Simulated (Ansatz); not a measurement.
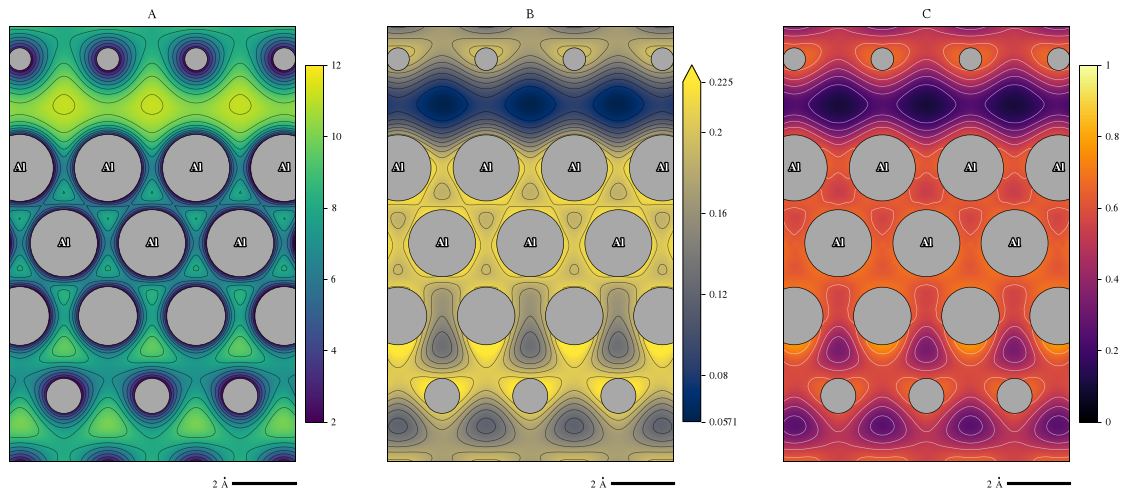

Al (interface cell): 3 fields on the (001) plane of the calculation cell, with unlabelled colour scales. Grey discs cover the atomic cores.

Level of theory: Ansatz, DFT PBE, scalar-relativistic, plane waves, PAW.

```yaml
crystal:
  lattice:
    - [2.85774, 0.00000, 0.00000]
    - [0.00000, 13.40400, 0.00000]
    - [0.00000, 0.00000, 18.75421]
  atoms:
    - { symbol: Al, position: [0.00000, 0.14019, 0.95882] }
    - { symbol: Al, position: [0.00000, 0.27201, 0.08512] }
    - { symbol: Al, position: [0.00000, 0.54805, 0.17970] }
    - { symbol: Al, position: [0.00000, 0.82264, 0.27702] }
    - { symbol: Al, position: [0.00000, 0.08495, 0.35820] }
    - { symbol: Al, position: [0.00000, 0.35981, 0.45882] }
    - { symbol: Al, position: [0.50000, 0.82248, 0.03145] }
    - { symbol: Al, position: [0.50000, 0.08629, 0.09111] }
    - { symbol: Al, position: [0.50000, 0.36456, 0.19820] }
    - { symbol: Al, position: [0.50000, 0.63568, 0.29639] }
    - { symbol: Al, position: [0.50000, 0.91466, 0.40434] }
    - { symbol: Al, position: [0.50000, 0.17763, 0.46306] }
    - { symbol: Al, position: [0.50000, 0.46460, 0.06329] }
    - { symbol: Al, position: [0.50000, 0.72810, 0.16150] }
    - { symbol: Al, position: [0.50000, 0.00047, 0.24713] }
    - { symbol: Al, position: [0.50000, 0.27227, 0.33341] }
    - { symbol: Al, position: [0.50000, 0.53580, 0.43089] }
    - { symbol: Al, position: [0.00000, 0.64072, 0.03650] }
    - { symbol: Al, position: [0.00000, 0.91531, 0.13627] }
    - { symbol: Al, position: [0.00000, 0.17836, 0.21778] }
    - { symbol: Al, position: [0.00000, 0.45193, 0.31482] }
    - { symbol: Al, position: [0.00000, 0.72899, 0.40948] }
    - { symbol: Al, position: [0.00000, 0.77101, 0.90948] }
    - { symbol: Al, position: [0.00000, 0.04807, 0.81482] }
    - { symbol: Al, position: [0.00000, 0.32164, 0.71778] }
    - { symbol: Al, position: [0.00000, 0.58469, 0.63627] }
    - { symbol: Al, position: [0.00000, 0.85928, 0.53650] }
    - { symbol: Al, position: [0.50000, 0.32237, 0.96306] }
    - { symbol: Al, position: [0.50000, 0.58534, 0.90434] }
    - { symbol: Al, position: [0.50000, 0.86432, 0.79639] }
    - { symbol: Al, position: [0.50000, 0.13544, 0.69820] }
    - { symbol: Al, position: [0.50000, 0.41371, 0.59111] }
    - { symbol: Al, position: [0.50000, 0.67752, 0.53145] }
    - { symbol: Al, position: [0.50000, 0.96420, 0.93089] }
    - { symbol: Al, position: [0.50000, 0.22773, 0.83341] }
    - { symbol: Al, position: [0.50000, 0.49953, 0.74713] }
    - { symbol: Al, position: [0.50000, 0.77190, 0.66150] }
    - { symbol: Al, position: [0.50000, 0.03540, 0.56329] }
    - { symbol: Al, position: [0.00000, 0.41505, 0.85820] }
    - { symbol: Al, position: [0.00000, 0.67736, 0.77702] }
    - { symbol: Al, position: [0.00000, 0.95195, 0.67970] }
    - { symbol: Al, position: [0.00000, 0.22799, 0.58512] }
```

Which field does each panel show? The fields are: electron localisation function, electrostatic potential energy of an electron and valence pseudo-density.

Answer. Panel A: electrostatic potential energy of an electron (low next to the atoms, rising into the space between them). Panel B: valence pseudo-density. Panel C: electron localisation function. From the grid: Al–Al (2.83 Å): ρ is about 0.21 e/Å³ halfway; the ELF peaks at about 0.65 between the atoms.
